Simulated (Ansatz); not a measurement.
## Band-structure calculation, with input and output: CoO

System: CoO (Fm-3m, 2 atoms in the cell).
Method: DFT, PBE, PAW with Ansatz's default frozen-core files, scalar-relativistic, spin-polarised (Ansatz 0.2.0).

The structure derives from an entry of the Crystallography Open Database. It belongs to a series of runs on one base structure; here: PAW files in place of LAPW. Figures and captions count atoms from 1; the log counts them from 0 in places.

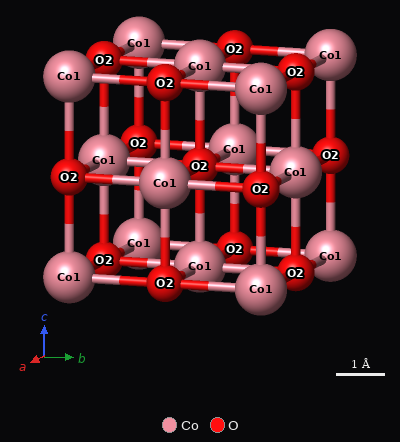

**Figure 1.** The input geometry (ball-and-stick view of the cell 4 times as large as that of the calculation, set on its symmetry axes, seen slightly off an axis; atoms are numbered from 1 in the order of the input). Near neighbours in the crystal (not all of them lie inside the picture): Co has 6 O at 2.13 Å; O has 6 Co at 2.13 Å.

Input file:
```yaml
crystal:
  lattice:
    - [0.0, 2.1315, 2.1315]
    - [2.1315, 0.0, 2.1315]
    - [2.1315, 2.1315, 0.0]
  atoms:
    - { symbol: Co, position: [0.0, 0.0, 0.0], spin: 2.0 }
    - { symbol: O, position: [0.5, 0.5, 0.5] }
magnetization:
  spin_polarized: true
kpoints:
  mp_grid: { grid: [16, 16, 16] }
  band_path:
    path:
      - [0.0, 0.0, 0.0]
      - [0.5, 0.0, 0.5]
      - [0.625, 0.25, 0.625]
      - [0.375, 0.375, 0.75]
      - [0.0, 0.0, 0.0]
      - [0.5, 0.5, 0.5]
      - [0.5, 0.25, 0.75]
      - [0.5, 0.0, 0.5]
    npoints: 14
scf:
  occupations: { method: fermi_dirac, width: 0.05 }
hamiltonian:
  xc: pbe
  pseudopotentials: { kind: paw }
output:
  forces: true
  stress: true
  eigenvalues: true
  efg: { contact_densities: true }
  populations: true
  bader: true
  dos: { projected: true, de: 0.2, e_range: [-14, 8] }
  write_density: true
  write_potential: true
  elf: true
  volumetric_format: npy
```

Run on 1 thread of Arm Neoverse V2, 24 GiB of memory available, shared host.

Launched with:
```bash
ansatz run input.yaml --threads 1 --pin off --max-ram 3072MiB --backend cpu --events-out ev --progress --plain --runs-dir out
```

What the program printed:
```
Engine: ansatz 0.2.0, aarch64-unknown-linux-gnu
Pseudopotentials: kind: paw
Pseudopotential: Co, paw, valence charge 17, recommended cutoff 420 eV (normal), Co.paw.azcp
Pseudopotential: O, paw, valence charge 6, recommended cutoff 420 eV (normal), O.paw.azcp
Functional definition: PBE
  parameter kappa = 0.804
  parameter beta = 0.06672455060314922
  exchange = pbe_x(kappa = kappa, mu = beta*pi^2/3)
  correlation = pbe_c(beta = beta)
Crystal: 2 atoms, lattice volume = 19.368 Å³
Basis set: ecut = 420 eV, 339 PW (Γ), exchange–correlation on 48×48×48 points (8 copies of the dense FFT grid, shifted against one another)
Bands: 17, of which v1, the nominal top of the filled ones, is band 12 counted from 1 (11 counted from 0)
Symmetry: 48 space group operations
Space group: Fm-3m (ITA 225), of the structure as read, at distance tolerance 2.7e-5 Å
Magnetic group: BNS 225.116 (UNI 1618), of the structure as read, at distance tolerance 2.7e-5 Å
k-points: 145 of 4096
Non-local potential: Co, projectors of the file, l = 0: 3, l = 1: 2, l = 2: 3, l = 3: 1
Non-local potential: O, projectors of the file, l = 0: 2, l = 1: 2, l = 2: 1
PAW form: soft (Blöchl's): semilocal exchange-correlation on the pseudo side does not see the compensation charge
PAW one-centre angular grid: Co, 590 points (default); XC on 64 Gauss nodes
PAW one-centre angular grid: O, 110 points (default); XC on 64 Gauss nodes
Initial density: superposition of atomic densities (chi_scale 0.1, normalization cell, long waves kept (reshape's long-wave potential 0.00 eV rms))
Starting moments: Σ|m| = 2 μB on 1 of 2 sites
Initial wavefunctions: pseudopotential atomic-orbital guess
Functional: x = pbe(κ = 0.804, μ = 0.2195149727645171), c = pbe(β = 0.06672455060314922)
SCF iter   1: F=—  HF=-5691.138569 eV  |F-HF|=—  |Δ(HF+E_count)|=         —  Δρ=1.12e-1 (↑1.12e-1 ↓1.04e-1)  dr2=6.36e0  dr2_m=1.11e-1  M=2.046 μB ∫|m|=2.046 μB  β_m=0.30  ethr=3.10e-3  ⟨swp⟩=5.6  Hψ=21558  notcnv=0
Mixer restart at iter 1: flushing history
preconditioner: auto → none  [metal: Δε(μ)=0.003 eV  Ē_g=13.027 eV  σ=0.050 eV  W_gap=0.02  n_scr=8 (ndim 8)  ℏωp=32.7 eV  f_vac=0.000  D(μ)=5.19/eV (n_scr^D=112)  sad-step TF]
SCF iter   2: F=—  HF=-5691.857984 eV  |F-HF|=—  |Δ(HF+E_count)|=   7.19e-1  Δρ=8.88e-2 (↑8.88e-2 ↓6.68e-2)  dr2=5.31e-1  dr2_m=9.22e-1  M=2.659 μB ∫|m|=2.660 μB  β_m=0.36  ethr=3.10e-3  ⟨swp⟩=3.0  Hψ=12456  notcnv=0  defer=72
SCF iter   3: F=—  HF=-5692.152832 eV  |F-HF|=—  |Δ(HF+E_count)|=   2.95e-1  Δρ=9.22e-2 (↑6.74e-2 ↓9.22e-2)  dr2=1.90e-1  dr2_m=1.05e0  M=2.976 μB ∫|m|=2.978 μB  β_m=0.26  ethr=2.31e-3  ⟨swp⟩=2.0  Hψ=8584  notcnv=0  defer=88
SCF iter   4: F=—  HF=-5691.823144 eV  |F-HF|=—  |Δ(HF+E_count)|=         —  Δρ=3.12e-2 (↑2.91e-2 ↓3.12e-2)  dr2=2.78e-1  dr2_m=7.72e-2  M=2.672 μB ∫|m|=2.676 μB  β_m=0.68  ethr=8.24e-4  ⟨swp⟩=2.1  Hψ=9638  notcnv=0  defer=98
Mixer restart at iter 4: flushing history
SCF iter   5: F=—  HF=-5692.072748 eV  |F-HF|=—  |Δ(HF+E_count)|=   2.50e-1  Δρ=6.34e-2 (↑3.13e-2 ↓6.34e-2)  dr2=6.28e-1  dr2_m=2.32e-1  M=2.985 μB ∫|m|=2.995 μB  β_m=0.40  ethr=8.24e-4  ⟨swp⟩=3.1  Hψ=11049  notcnv=0  defer=98  recentre
SCF iter   6: F=—  HF=-5692.002680 eV  |F-HF|=—  |Δ(HF+E_count)|=   7.01e-2  Δρ=2.39e-2 (↑2.39e-2 ↓1.80e-2)  dr2=4.67e-2  dr2_m=6.30e-2  M=2.818 μB ∫|m|=2.826 μB  β_m=0.32  ethr=8.24e-4  ⟨swp⟩=3.5  Hψ=11774  notcnv=0  defer=118
SCF iter   7: F=—  HF=-5692.098117 eV  |F-HF|=—  |Δ(HF+E_count)|=   9.54e-2  Δρ=1.77e-2 (↑6.61e-3 ↓1.77e-2)  dr2=1.06e-2  dr2_m=2.37e-2  M=2.904 μB ∫|m|=2.916 μB  β_m=0.52  ethr=2.03e-4  ⟨swp⟩=2.7  Hψ=11100  notcnv=0  defer=121
SCF iter   8: F=—  HF=-5692.111771 eV  |F-HF|=—  |Δ(HF+E_count)|=   1.37e-2  Δρ=5.15e-3 (↑4.30e-3 ↓5.15e-3)  dr2=7.86e-4  dr2_m=3.42e-3  M=2.940 μB ∫|m|=2.956 μB  β_m=0.55  ethr=4.63e-5  ⟨swp⟩=2.0  Hψ=9041  notcnv=0  defer=121
SCF iter   9: F=—  HF=-5692.115159 eV  |F-HF|=—  |Δ(HF+E_count)|=   3.39e-3  Δρ=1.05e-3 (↑9.33e-4 ↓1.05e-3)  dr2=1.00e-4  dr2_m=1.52e-4  M=2.938 μB ∫|m|=2.953 μB  β_m=0.65  ethr=3.42e-6  ⟨swp⟩=2.0  Hψ=8669  notcnv=0  defer=121
SCF iter  10: F=—  HF=-5692.115194 eV  |F-HF|=—  |Δ(HF+E_count)|=   3.44e-5  Δρ=5.28e-4 (↑5.28e-4 ↓4.63e-4)  dr2=4.08e-6  dr2_m=4.21e-5  M=2.938 μB ∫|m|=2.953 μB  β_m=0.82  ethr=4.35e-7  ⟨swp⟩=2.0  Hψ=6288  notcnv=0  defer=121
SCF iter  11: F=—  HF=-5692.115214 eV  |F-HF|=—  |Δ(HF+E_count)|=   2.03e-5  Δρ=2.47e-4 (↑2.30e-4 ↓2.47e-4)  dr2=1.25e-6  dr2_m=9.80e-6  M=2.939 μB ∫|m|=2.954 μB  β_m=0.91  ethr=1.77e-8  ⟨swp⟩=2.5  Hψ=8052  notcnv=0  defer=121
SCF iter  12: F=—  HF=-5692.115214 eV  |F-HF|=—  |Δ(HF+E_count)|=   1.06e-7  Δρ=9.50e-5 (↑7.62e-5 ↓9.50e-5)  dr2=5.06e-7  dr2_m=1.20e-6  M=2.939 μB ∫|m|=2.955 μB  β_m=0.96  ethr=5.45e-9  ⟨swp⟩=2.0  Hψ=6282  notcnv=0  defer=121
SCF iter  13: F=—  HF=-5692.115214 eV  |F-HF|=—  |Δ(HF+E_count)|=   1.86e-8  Δρ=1.30e-5 (↑7.27e-6 ↓1.30e-5)  dr2=1.14e-8  dr2_m=1.65e-8  M=2.939 μB ∫|m|=2.955 μB  β_m=0.98  ethr=2.20e-9  ⟨swp⟩=2.0  Hψ=6427  notcnv=0  defer=121
SCF iter  14: F=-5692.115214 eV  HF=-5692.115214 eV  |F-HF|=6.62e-9  |Δ(HF+E_count)|=   1.31e-9  Δρ=7.02e-6 (↑3.68e-6 ↓7.02e-6)  dr2=7.77e-9  dr2_m=3.62e-9  M=2.939 μB ∫|m|=2.955 μB  ethr=4.94e-11  ⟨swp⟩=6.5  Hψ=26537  notcnv=0
SCF 1 converged in 14 iterations: F = -5692.115214 eV  dr2 = 7.77e-9
  greatest PAW one-centre occupation: 1.004 electrons in one spin orbital (limit 2), on the Co atom at site 0 (counted from 0), in its partial waves of l = 1
```

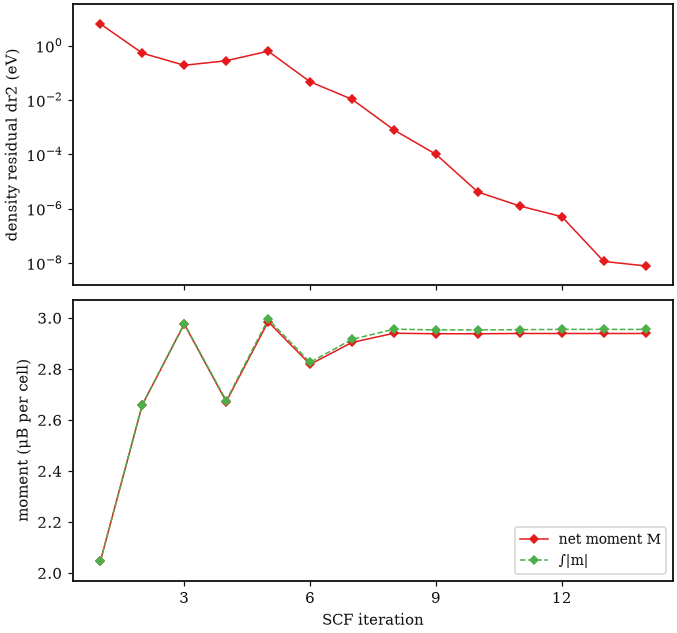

**Figure 2.** Convergence of the self-consistent field: density residual dr2 and magnetic moment against the SCF iteration. The residual comes down, with one marked jump up, by a factor of about 2.5, at step 5. The net moment goes from 2.0 to 2.9 μB per cell.

```
NSCF: frozen V_eff on 99 k-points
SCF converged after 14 iterations
Magnetization: 2.9394 μB (12.9697 up, 10.0303 down)
Absolute magnetization: 2.9549 μB (∫|ρ↑−ρ↓|, with the PAW one-centre terms)
Spin contamination: 0.0076 ħ² per cell (⟨S²⟩ above its minimum at these occupations)
Per-site moments (μB) at R_I (Å): [(2.500031608751997, 0.87924375), (0.32293264977539676, 0.87924375)]
Free energy (F): -5692.115214 eV
Harris-Foulkes:  -5692.115214 eV  (|F-HF|=6.62e-9)
Internal energy: -5692.081261 eV  (E = F + TS)
E sigma→0 (E₀):  -5692.098238 eV
Entropy (-TS):   -0.033953 eV (-16.977 meV/atom)
Fermi energy:    13.847500 eV
--- Per-component energies (eV) ---
  E_band       = -306.233746
  E_kinetic    = 617.343390
  E_local      = -3436.953859  (includes V_loc(G=0)·N_el)
  E_nonlocal   = 514.210153
  E_hartree    = 1410.879242
  E_xc         = -228.579163
  E_vxc        = -293.751563  (∫ρ·V_xc dr)
  E_paw        = -1676.918472  (= ΣΔE_a)
  E_vpaw       = -528.839831  (= ΣTr[D̂ρ^β])
  E_aug_tail   = 0.002514  (compensation charges beyond the density's cutoff)
  E_ewald      = -2892.065066
  E_smearing   = -0.033953  (= −TS)
  E_closure    = 0.000000  (closes the sum)
  Σ components = -5692.115214   (vs F -5692.115214, Δ=0.00e0)
--- Forces (eV/Å), atoms counted from 1 ---
  atom   1  Co    -0.00000000     0.00000000    -0.00000000
  atom   2  O      0.00000000    -0.00000000    -0.00000000
  max |Σ_I F_I| component: 1.99e-29 eV/Å
--- Stress (GPa, compression-positive) ---
       -1.747835      -0.000000       0.000000
        0.000000      -1.747835       0.000000
       -0.000000       0.000000      -1.747835
  P = ⅓ Tr σ = -1.7478 GPa (-17.478 kbar)
--- PAW observables at the nuclei: V_zz in 10²¹ V/m², potentials from the cell's mean, atoms counted from 1 ---
  atom   1  Co V_zz =    -0.000000   η = 0.0000   by run symmetry: forbidden
            electrostatic potential = -3387.467634 V   contact ρ = 114672.593619 e/Å³   contact ρ_s (e/Å³): all electrons -1.667277, valence +4.890753
  atom   2  O  V_zz =    -0.000000   η = 0.0000   by run symmetry: forbidden
            electrostatic potential = -627.233371 V   contact ρ = 2157.696261 e/Å³   contact ρ_s (e/Å³): all electrons +2.778587, valence +3.219352
--- Band table (eV; the first three rows and the last of 290) ---
  k-point 0 ↑: bands = ["-83.0444", "-46.3081", "-46.3081", "-46.3081", "-6.3875", "10.5536", "10.5536", "10.6845", "10.6845", "10.6845", "10.7513", "10.7513", "10.7513", "14.7398", "30.5643", "31.8321", "31.8321"]
  k-point 1 ↑: bands = ["-83.0443", "-46.3095", "-46.3083", "-46.3083", "-6.3467", "10.0483", "10.0483", "10.1539", "10.7542", "10.7542", "11.0092", "11.2283", "11.2283", "15.0350", "29.5998", "31.6963", "31.6963"]
  k-point 2 ↑: bands = ["-83.0439", "-46.3136", "-46.3089", "-46.3089", "-6.2283", "9.3536", "9.5100", "9.5100", "10.8307", "10.8307", "11.1693", "11.8112", "11.8112", "15.7441", "28.0963", "31.1804", "31.1804"]
  k-point 144 ↓: bands = ["-79.9666", "-43.3292", "-43.3292", "-43.3178", "-4.4509", "8.2171", "8.2171", "8.8084", "13.4663", "13.4663", "13.9858", "14.7586", "15.4881", "22.7498", "24.2843", "24.2843", "27.0355"]
--- Löwdin populations: 2 sites ---
  site symbol       q [e]    m [muB]
     0     Co     15.9035     2.5383
     1      O      6.9750     0.4056
  spilling = 0.005283 (of n_electrons = 23.000000)
--- Bader charges: 2 sites ---
  site symbol  charge [e]  shift [e]    m [muB]
     0     Co      1.2370     0.0033     2.5961
     1      O     -1.2370     0.0033     0.3433
  estimated error of the sums over rays = 3.9e-4 e
```

File bader_charges.tsv:
```
# site	symbol	x_ang	y_ang	z_ang	partial_charge_e	electrons	volume_ang3	relative_density_drop	shared_charge_e	partial_wave_shift_e	spin_moment_mub
# quadrature_error_electrons = 3.9e-4
0	Co	0.0000	0.0000	0.0000	1.23696	25.76304	9.05	-	1.23696	0.00331	2.59615
1	O	2.1315	2.1315	2.1315	-1.23696	9.23696	10.32	-	-1.23696	0.00331	0.34330
```

File populations.tsv:
```
# site	symbol	l	j	q_up	q_dn
# orbitals = lowdin
# n_electrons = 23.000000
# spilling = 0.005283
0	Co	0_3S	-	0.996388	0.996514
0	Co	0_4S	-	0.252976	0.233041
0	Co	1_3P	-	2.999249	2.998705
0	Co	2_3D	-	4.972299	2.454329
1	O	0_2S	-	0.942486	0.900385
1	O	1_2P	-	2.747814	2.384303
```

File rho_z.tsv:
```
# z_ang	rho[e/angstrom^3]	rho_spin[e/angstrom^3]
# format = ansatz-planar-average/11
# lattice	0.000000000	2.131500000	2.131500000
# lattice	2.131500000	0.000000000	2.131500000
# lattice	2.131500000	2.131500000	0.000000000
# sites	2
# site	27	0.000000000	0.000000000	0.000000000
# site	8	2.131500000	2.131500000	2.131500000
0.000000	2.907991e0	4.699419e-1
0.125600	2.675621e0	4.349130e-1
0.251200	2.114465e0	3.463921e-1
0.376800	1.498486e0	2.422692e-1
0.502399	1.020203e0	1.554256e-1
0.627999	7.273859e-1	9.683372e-2
0.753599	5.908366e-1	6.187901e-2
0.879199	5.697038e-1	4.403613e-2
1.004799	6.296068e-1	3.865781e-2
1.130399	7.341502e-1	4.112313e-2
1.255998	8.422242e-1	4.667549e-2
1.381598	9.197875e-1	5.143286e-2
1.507198	9.476069e-1	5.321395e-2
1.632798	9.197875e-1	5.143286e-2
1.758398	8.422242e-1	4.667549e-2
1.883998	7.341502e-1	4.112313e-2
2.009597	6.296068e-1	3.865781e-2
2.135197	5.697038e-1	4.403613e-2
2.260797	5.908366e-1	6.187901e-2
2.386397	7.273859e-1	9.683372e-2
2.511997	1.020203e0	1.554256e-1
2.637597	1.498486e0	2.422692e-1
2.763197	2.114465e0	3.463921e-1
2.888796	2.675621e0	4.349130e-1
```

File v_z.tsv:
```
# z_ang	v_es[eV]	v_tot_up[eV]	v_tot_dn[eV]
# format = ansatz-planar-average/11
# xc	pbe
# density_cutoff_ev	1680
# datasets	Co=:simpson_from_first_knot:soft	O=:simpson_from_first_knot:soft
# lattice	0.000000000	2.131500000	2.131500000
# lattice	2.131500000	0.000000000	2.131500000
# lattice	2.131500000	2.131500000	0.000000000
# sites	2
# site	27	0.000000000	0.000000000	0.000000000
# site	8	2.131500000	2.131500000	2.131500000
0.000000	-3.067379e-2	-1.334887e1	-1.300361e1
0.125600	2.566200e-1	-1.298336e1	-1.261253e1
0.251200	1.113078e0	-1.190563e1	-1.146798e1
0.376800	2.468953e0	-1.023392e1	-9.716810e0
0.502399	4.249350e0	-8.125748e0	-7.557529e0
0.627999	6.144346e0	-5.974805e0	-5.419327e0
0.753599	7.511181e0	-4.469036e0	-3.996837e0
0.879199	8.237636e0	-3.714864e0	-3.367656e0
1.004799	8.520249e0	-3.483254e0	-3.258822e0
1.130399	8.399870e0	-3.705446e0	-3.572865e0
1.255998	7.995142e0	-4.237132e0	-4.164024e0
1.381598	7.601432e0	-4.740530e0	-4.703569e0
1.507198	7.451752e0	-4.934008e0	-4.910155e0
1.632798	7.601432e0	-4.740530e0	-4.703569e0
1.758398	7.995142e0	-4.237132e0	-4.164024e0
1.883998	8.399870e0	-3.705446e0	-3.572865e0
2.009597	8.520249e0	-3.483254e0	-3.258822e0
2.135197	8.237636e0	-3.714864e0	-3.367656e0
2.260797	7.511181e0	-4.469036e0	-3.996837e0
2.386397	6.144346e0	-5.974805e0	-5.419327e0
2.511997	4.249350e0	-8.125748e0	-7.557529e0
2.637597	2.468953e0	-1.023392e1	-9.716810e0
2.763197	1.113078e0	-1.190563e1	-1.146798e1
2.888796	2.566200e-1	-1.298336e1	-1.261253e1
```

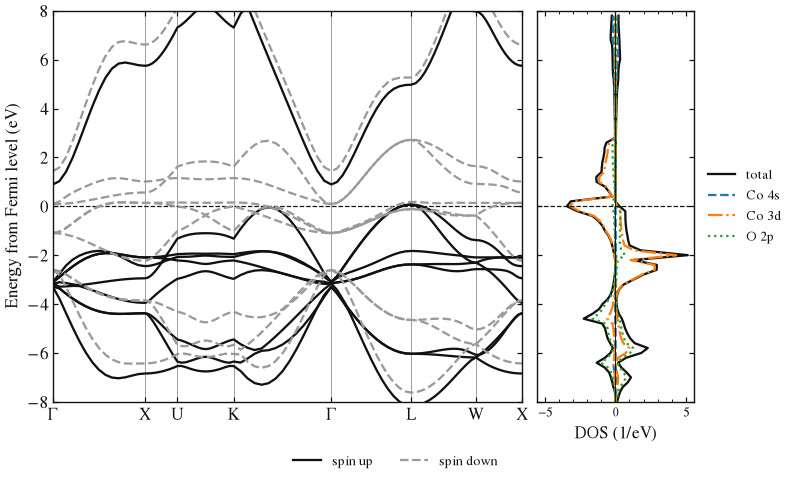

**Figure 3.** Band structure along Γ–X–U–K–Γ–L–W–X and density of states (projected on Löwdin-orthogonalised atomic shells), with energies from the Fermi level. Bands cross the Fermi level: a metal at this level of theory.

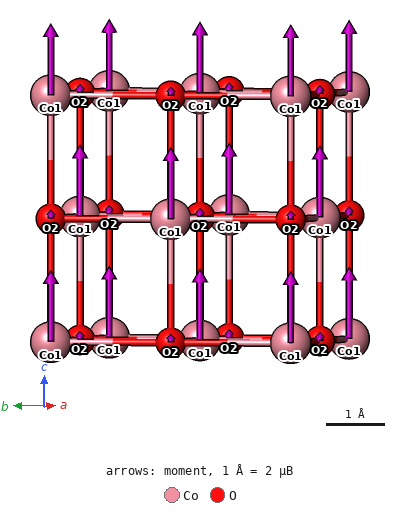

**Figure 4.** Magnetic moments of the sites as pink arrows (ball-and-stick view of the cell 4 times as large as that of the calculation, set on its symmetry axes, seen at an oblique angle; atoms are numbered from 1 in the order of the input); small moments hardly show. The run is collinear, so the axis drawn is arbitrary. Site moments: Co1 (2.50 μB); O2 (0.32 μB). They are counted near the atoms and needn't add up to the moment of the cell.

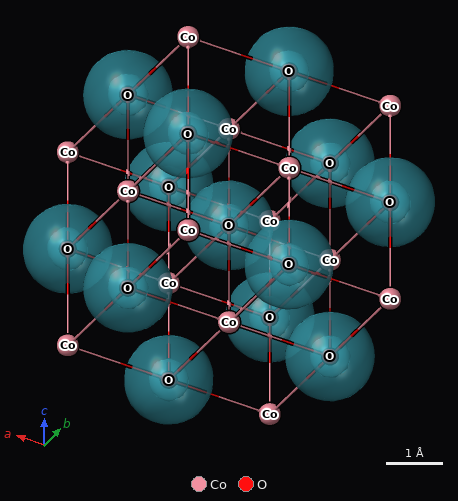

**Figure 5.** Isosurface of the electron localisation function at 0.7 (cyan), seen at an oblique angle. Core shells and regions of very low density are left out. Sticks mark near contacts. The outline is the cell set on symmetry axes. Profiles from the grid: Co–O (2.13 Å): the ELF is about 0.15 at the midpoint; no shared pair; the contact is polar. Core electrons are frozen (PAW), so the fields are smoothed inside the atomic spheres.

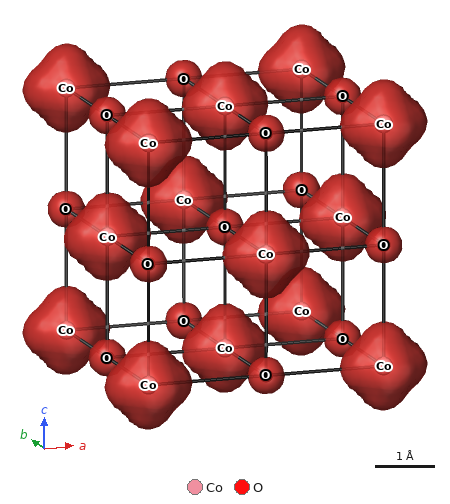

**Figure 6.** Isosurface of the spin density at +0.4 e/Å³ (red), seen slightly off an axis. Sticks mark near contacts. The outline is the cell set on symmetry axes. The cell of the calculation (2 atoms) carries 2.9 μB net.

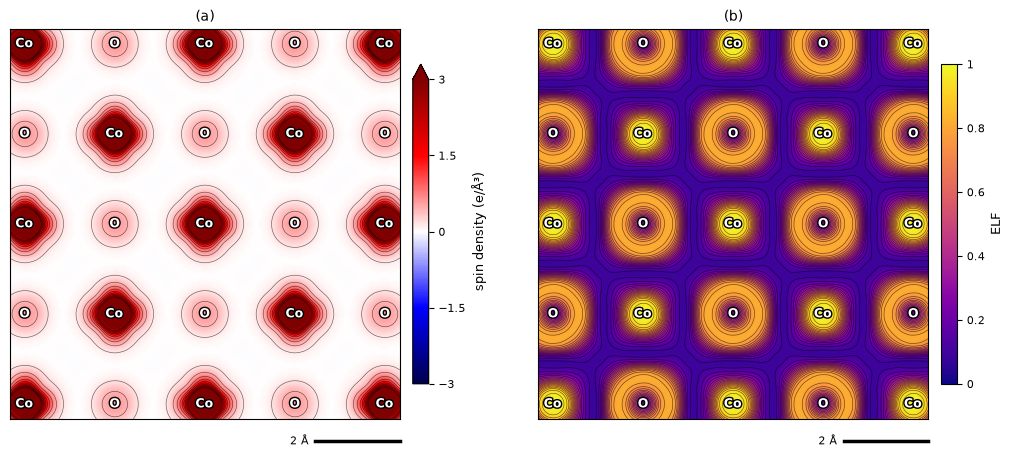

**Figure 7.** (a) magnetisation density (up minus down); (b) electron localisation function on the (010) plane of the conventional cell. The section cuts through Co and O sites. Co–O (2.13 Å): the ELF is about 0.15 at the midpoint (a polar contact without a shared pair, in a metal). The strong features right at Co lie inside the PAW spheres (semicore, d or f shells) and say nothing about bonding. The cell of the calculation (2 atoms) carries 2.9 μB net.

Results in brief:

```tsv
quantity	value
outcome	converged
space group (tolerance 0.01 Å)	Fm-3m (225)
electrons treated	23
free energy	−5692.1152 eV
Fermi energy	13.848 eV
net moment of the cell	2.94 μB
integrated absolute moment	2.95 μB
pressure	−1.75 GPa
field gradient V_zz (10²¹ V/m²)	zero at all sites
electronic character	metal
largest force (length of the vector)	under 0.001 eV/Å
wall time	23 s
peak memory	0.42 GiB
```
